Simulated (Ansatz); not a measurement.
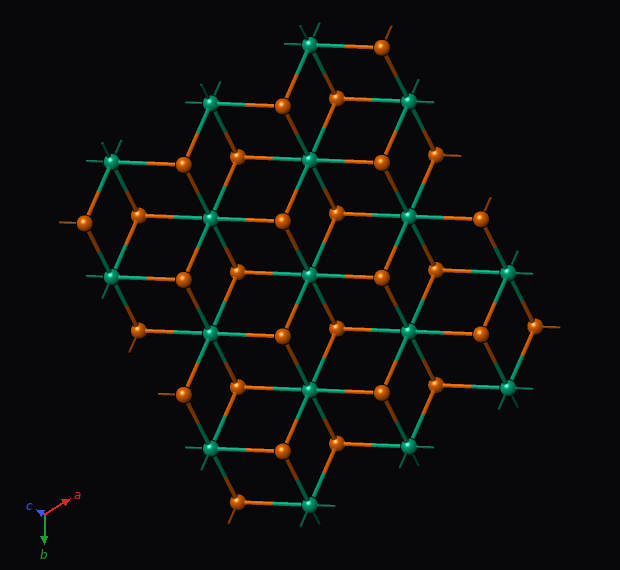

A cut-out of a periodic net derived from a crystal structure. Nodes are coloured by topological kind. One layer is drawn. Edges to nodes outside the piece are drawn as stubs.

> Classify the net: periodicity, connectivity, name.

A binodal (3,6)-connected, two-periodic (layers) net. It is the kgd net, known from the layers of CdI2 (1T type).

> Give point symbol and coordination sequence of each kind of node.

3-connected node: 4^3, sequence 3, 12, 9, 24; 6-connected node: 4^6.6^6.8^3, sequence 6, 6, 18, 12.

Where the net comes from. HfS2 (space group P-3m1, No. 164). Coordinates: the input geometry of an electronic-structure calculation (not necessarily at equilibrium); the starting structure was generated, so it need not be a known form of this composition. Bonds are taken as Hf–S below 2.9 Å. Simplification: prune 0- and 1-connected atoms, fold 2-connected ones into links. S is a 3-connected node; Hf is a 6-connected node, in the ratio 2:1.
